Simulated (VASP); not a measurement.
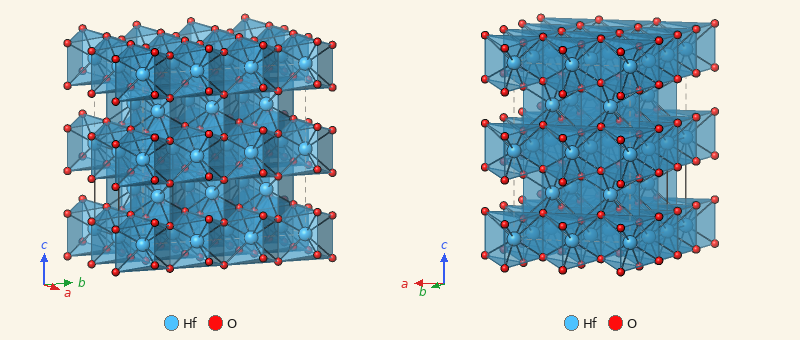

Polyhedra are drawn about Hf (bonds: Hf–O below 2.7 Å); other atoms are plain spheres. Two views of the same piece.

HfO2 (space group P4_2/nmc, No. 137). Coordinates: a cell listed in the Materials Project, as set up for an electronic-structure calculation.

> What figure surrounds each Hf atom, and what does it share with the other drawn polyhedra?

Hf: HfO8 cube, sharing edges with twelve neighbours.

> How do these polyhedra hang together as a whole?

They form a three-dimensional framework of edge-sharing cubes.
